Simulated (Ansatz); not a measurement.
**Geometry relaxation of GaP (part 3 of 3)**

Continued. System: GaP (2 atoms in the cell). Method: DFT PBEsol, scalar-relativistic, plane waves, PAW, spin-polarised (Ansatz 0.2.0); cutoff 420 eV, 1×1×17 k-mesh, Gaussian smearing of 0.05 eV, collinear spins. The structure derives from an entry of the Crystallography Open Database. It belongs to a series of runs on one base structure; here: zigzag chain of atoms.

Geometry of the input (Å; fractional positions):
```
10.0000  0.0000  0.0000
0.0000  9.3000  0.0000
0.0000  0.0000  3.8150
Ga 0.4523  0.5000  0.0000
P  0.5477  0.5000  0.5000
```

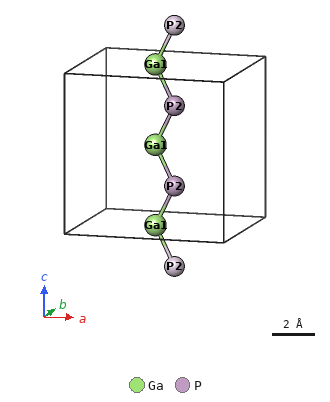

Fig. 1: The geometry at step 3 of the log (ball-and-stick view of the 2 repeat of the cell, with the vacuum cut short, seen slightly off an axis; neighbours outside the cell are drawn fainter; atoms are numbered from 1 in the order of the input).

## Log, continued
```
relax step   5: F+E_penalty+E_count = -4481.29400347 eV  Δ(F+E_penalty+E_count) = -2.708e-4 eV  max|allowed force component| = 2.694e-4 eV/Å  Δτ_max = 0.0000 Å  P = +0.005 GPa  Ω = 364.084 Å³  fix = [a, b, alpha, beta, gamma]  reactions: a -0.004, b +0.014 GPa  stress off target by 4.08e-3 GPa on what of the cell is left free  SCF on the basis re-selected at this cell (its energy is not comparable with the rows above)  (11 SCF iters)
basis re-selected at this cell: Δ(F+E_penalty+E_count) = -2.708e-4 eV, ΔP = +0.001 GPa vs the last step (what re-selecting the basis moved, of the pressure what is left beyond the Pulay correction that the steps carried, after the strain that the cell walked since its last selection, with what the two solves' SCF thresholds leave and, on support functions, any second-order correction that the steps lacked; it is no measure of the basis error at this ecutwfc). This SCF's stress stands 4.08e-3 GPa from its target on what of the cell is left free (relax.cell.stress_tol is 3.00e-2 GPa) and its largest allowed force component is 2.69e-4 eV/Å (relax.f_tol is 1.00e-2 eV/Å): within both
WARN: The output density's exchange-correlation potential varies sharply where the density is thin. Do not read a vacuum level from v_tot or v_xc, or from such a field of the output density. On a cell that repeats whose density bears no net charge and no dipole along the vacuum's axis use v_es (v_loc + v_h of the components); under efield.dipole_correction with no amplitude use v_es + v_field, which holds any external_charges[].barrier, or the levels of the report's work_function block, which leave it out; under a non-zero efield.amplitude the vacuum is tilted and has no level; on a cell that repeats and bears such a dipole with no correction it is tilted too, and efield.dipole_correction with no amplitude gives each side of its ramp a level where efield: is served; in a cell that repeats whose density bears a net charge (total_charge, or a fill off its count) it is curved and has none; of a slab under crystal.periodic whose density bears no net charge use v_es, which has a level on each side, short of where the two are joined; of another it falls or rises all the way out and has none; of a slab beside external_charges read slab_vacuum_level instead, which it has where they leave it neutral. The grid or the basis barely resolves most such structure, and the values can differ between equally converged runs; as a rule a tighter scf.convergence.dr2_threshold does not remove it. Where the density itself ripples (under the LDA too) a higher basis.ecutwfc lessens it. The files hold the spikes' plane waves up to the density's cutoff. Files: v_tot_of_output_density and the like, and their columns of v_z.tsv (output.write_potential); v_xc_of_output_density and the like, and their columns of v_comp_z.tsv (output.write_potential_components). Measured: with its Gaussian average of σ = 0.25 Å subtracted twice, the exchange-correlation potential is over 0.1 eV at 512 of the grid points where the equally averaged density (valence and model cores) is under 1e-3 e/Å³, and 0.520 eV at the most among them, at an averaged density of 3.8e-6 e/Å³. The input density's (outcome.potential() and, of a run that writes arrays, v_tot and v_xc) is over 0.1 eV, so measured, at 527 points of its own thin density, 0.524 eV at the most. See output.write_potential in the manual, Limitations
SCF converged after 11 iterations
Magnetization: -0.0000 μB (9.0000 up, 9.0000 down)
Absolute magnetization: 0.0000 μB (∫|ρ↑−ρ↓|, with the PAW one-centre terms)
Spin contamination: 0.0000 ħ² per cell (⟨S²⟩ above its minimum at these occupations)
Per-site moments (μB) at R_I (Å): [(-4.3710057584450885e-10, 0.8971276525125453), (1.944259137767751e-9, 0.8971276525125453)]
Free energy (F): -4481.294003 eV
Harris-Foulkes:  -4481.294003 eV  (|F-HF|=3.64e-12)
Internal energy: -4481.294003 eV  (E = F + TS)
E sigma→0 (E₀):  -4481.294003 eV
Fermi energy:    -3.418683 eV
--- Per-component energies (eV) ---
  E_band       = -250.614278
  E_kinetic    = 182.112833
  E_local      = -4516.965982  (includes V_loc(G=0)·N_el)
  E_nonlocal   = 458.211547
  E_hartree    = 2077.335160
  E_xc         = -126.896834
  E_vxc        = -114.987557  (∫ρ·V_xc dr)
  E_paw        = -2500.600752  (= ΣΔE_a)
  E_vpaw       = -413.655240  (= ΣTr[D̂ρ^β])
  E_aug_tail   = -0.000114  (compensation charges beyond the density's cutoff)
  E_ewald      = -55.398935
  E_core_change = 0.909074  (= ΣΔE_core)
  E_smearing   = -0.000000  (= −TS)
  E_closure    = -0.000000  (closes the sum)
  Σ components = -4481.294003   (vs F -4481.294003, Δ=0.00e0)
--- Forces (eV/Å), atoms counted from 1 ---
  atom   1  Ga     0.00026920     0.00000000     0.00000000
  atom   2  P     -0.00026959     0.00000000     0.00000000
  max |Σ_I F_I| component: 3.99e-7 eV/Å
--- Stress (GPa, compression-positive) ---
       -0.003592       0.000000       0.000000
        0.000000       0.014129       0.000000
        0.000000       0.000000       0.004081
  P = ⅓ Tr σ = 0.0049 GPa (0.049 kbar)
--- Band table (eV; the first three rows and the last of 18) ---
  k-point 0 ↑: bands = ["-18.8038", "-18.7325", "-18.6859", "-18.6727", "-18.5471", "-14.0373", "-6.6579", "-5.7257", "-5.0464", "-2.1038", "-1.0152", "0.5338", "0.8863", "1.7758"]
  k-point 1 ↑: bands = ["-18.8015", "-18.7320", "-18.6857", "-18.6727", "-18.5477", "-14.0122", "-6.7670", "-5.8046", "-5.0163", "-1.9599", "-0.9021", "0.5144", "0.8972", "1.7837"]
  k-point 2 ↑: bands = ["-18.7959", "-18.7299", "-18.6851", "-18.6725", "-18.5492", "-13.9372", "-7.1438", "-5.8738", "-4.9263", "-1.7734", "-0.4483", "0.4396", "0.9210", "1.8044"]
  k-point 8 ↓: bands = ["-18.7927", "-18.6869", "-18.6711", "-18.6566", "-18.5630", "-12.8607", "-10.2869", "-4.7488", "-3.6088", "-3.2285", "-1.5893", "1.9475", "2.6534", "3.3550"]
--- Relaxed structure (4 steps of the walk, 4 accepted, 1 SCFs on fresh bases) ---
  F+E_penalty+E_count = -4481.29400347 eV   max|allowed force component| = 2.694e-4 eV/Å   (the final SCF, on the basis selected at the relaxed cell)
  cell:  # Å, volume = 364.0839 Å³
    - [10.0, 0.0, 0.0]
    - [0.0, 9.3, 0.0]
    - [0.0, 0.0, 3.9148805117837275]
  atoms:
    - { symbol: Ga, position: [0.45260744924819446, 0.5, 0.0] }
    - { symbol: P, position: [0.5473925507518056, 0.5, 0.49999999999999994] }
--- Löwdin populations: 2 sites ---
  site symbol       q [e]    m [muB]
     0     Ga     12.7703    -0.0000
     1      P      5.1220     0.0000
  spilling = 0.005982 (of n_electrons = 18.000000)
```

## File populations.tsv
```
# site	symbol	l	j	q_up	q_dn
# orbitals = lowdin
# n_electrons = 18.000000
# spilling = 0.005982
0	Ga	0_4S	-	0.615235	0.615235
0	Ga	1_4P	-	0.779263	0.779263
0	Ga	2_3D	-	4.990653	4.990653
1	P	0_3S	-	0.733795	0.733795
1	P	1_3P	-	1.827213	1.827213
```

## Trajectory as extended XYZ (Å, eV, eV/Å), 5 frames, from step=1 to step=5
```
2
Lattice="10.0000 0.0000 0.0000 0.0000 9.3000 0.0000 0.0000 0.0000 3.8150" Properties=species:S:1:pos:R:3:forces:R:3 step=1 energy=-4481.26422 pressure_GPa=0.42
Ga    4.5231    4.6500    0.0000   -0.3433   0.0000   0.0000
P     5.4769    4.6500    1.9075    0.3433   0.0000   0.0000
2
Lattice="10.0000 0.0000 0.0000 0.0000 9.3000 0.0000 0.0000 0.0000 3.8761" Properties=species:S:1:pos:R:3:forces:R:3 step=2 energy=-4481.28879 pressure_GPa=0.17
Ga    4.5275    4.6500    0.0000   -0.1539   0.0000   0.0000
P     5.4725    4.6500    1.9380    0.1539   0.0000   0.0000
2
Lattice="10.0000 0.0000 0.0000 0.0000 9.3000 0.0000 0.0000 0.0000 3.9116" Properties=species:S:1:pos:R:3:forces:R:3 step=3 energy=-4481.29369 pressure_GPa=0.02
Ga    4.5266    4.6500    0.0000   -0.0168   0.0000   0.0000
P     5.4734    4.6500    1.9558    0.0168   0.0000   0.0000
2
Lattice="10.0000 0.0000 0.0000 0.0000 9.3000 0.0000 0.0000 0.0000 3.9149" Properties=species:S:1:pos:R:3:forces:R:3 step=4 energy=-4481.29373 pressure_GPa=0.00
Ga    4.5261    4.6500    0.0000    0.0003   0.0000   0.0000
P     5.4739    4.6500    1.9574   -0.0003   0.0000   0.0000
2
Lattice="10.0000 0.0000 0.0000 0.0000 9.3000 0.0000 0.0000 0.0000 3.9149" Properties=species:S:1:pos:R:3:forces:R:3 step=5 energy=-4481.29400 pressure_GPa=0.00
Ga    4.5261    4.6500    0.0000    0.0003   0.0000   0.0000
P     5.4739    4.6500    1.9574   -0.0003   0.0000   0.0000
```

## Key numbers

| quantity | value |
| --- | --- |
| outcome | converged |
| electrons treated | 18 |
| free energy | −4481.2940 eV |
| Fermi energy | −3.419 eV |
| gap on the k-point mesh | 0.38 eV |
| net moment of the cell | 0.00 μB |
| integrated absolute moment | 0.00 μB |
| final volume | 364.08 Å³ |
| largest force (length of the vector) at the end | under 0.001 eV/Å |
| hardware | 2 threads of AMD EPYC (Zen 5), 32 GiB of memory available, shared host |
| wall time | 13 s (CPU time 25 s) |
| peak memory | 0.62 GiB |

Warnings of the run: some starting moments were not kept; the exchange-correlation potential is rough where the density is thin.
